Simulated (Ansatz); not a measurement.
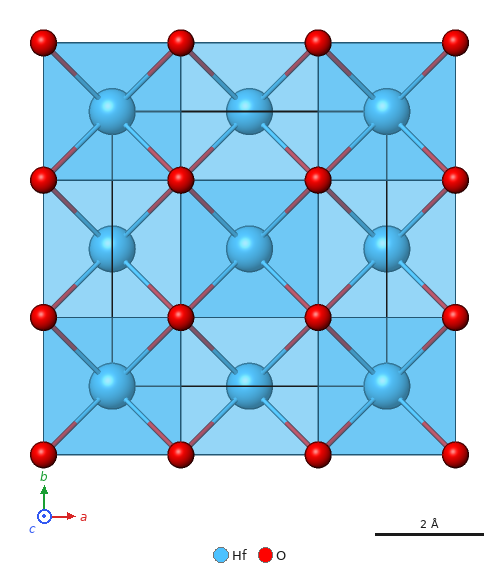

Starting structure of a crystal of HfO₂ (built on the cubic fluorite host type). The picture is a polyhedral view of the conventional cell (4 times the calculation's cell), seen along the c axis. Lengths and directions refer to the drawn axes.

These are results of Ansatz, DFT, r2SCAN, plane waves, PAW, not measurements.

Input
```yaml
crystal:
  lattice:
    - [0.0, 2.5487641251, 2.5487641251]
    - [2.5487641251, 0.0, 2.5487641251]
    - [2.5487641251, 2.5487641251, 0.0]
  atoms:
    - { symbol: Hf, position: [0.0, 0.0, 0.0] }
    - { symbol: O, position: [0.75, 0.75, 0.75] }
    - { symbol: O, position: [0.25, 0.25, 0.25] }
kpoints:
  mp_grid: { grid: [8, 8, 8] }
hamiltonian:
  xc: r2scan
scf:
  occupations: { method: fermi_dirac, width: 0.02 }
relax:
  f_tol: 0.005
  cell: {}
output:
  write_density: true
  write_potential: true
  elf: true
  volumetric_format: npy
```

Run as
```bash
ansatz run input.yaml --threads 2 --pin off --max-ram 29491MiB --backend cpu --events-out ev --progress --plain --runs-dir out
```

Q: What does the optimiser find from here?

A: The energy falls by 4.8 meV per atom in 3 accepted moves (4 points after the start). All forces vanish by symmetry, so only the cell relaxes. Pressure: −5.96 GPa at the start and 0.02 GPa at the end. At 1 point the geometry stayed and the basis and grid were re-selected for the new cell (energy shift of 0.2 meV per atom at most each time). The atoms keep their places relative to the cell (all moves are under 0.005 Å). The drawn cell changes as follows: a = b = c 5.098 → 5.058 Å (−0.8 %); the volume changes by −2.3 %. Near-neighbour distances that change, for instance: Hf1–O2 2.207 → 2.190 Å. The space group stays Fm-3m (No. 225). The run took 6.7 s on 2 threads of AMD EPYC 7R13 Processor (Zen 3), on a shared host, peak memory 0.56 GiB.

Final geometry:

```
Hf O
1.0
     0.00000    2.52918    2.52918
     2.52918    0.00000    2.52918
     2.52918    2.52918    0.00000
Hf O
1 2
Direct
  0.00000 0.00000 0.00000
  0.75000 0.75000 0.75000
  0.25000 0.25000 0.25000
```
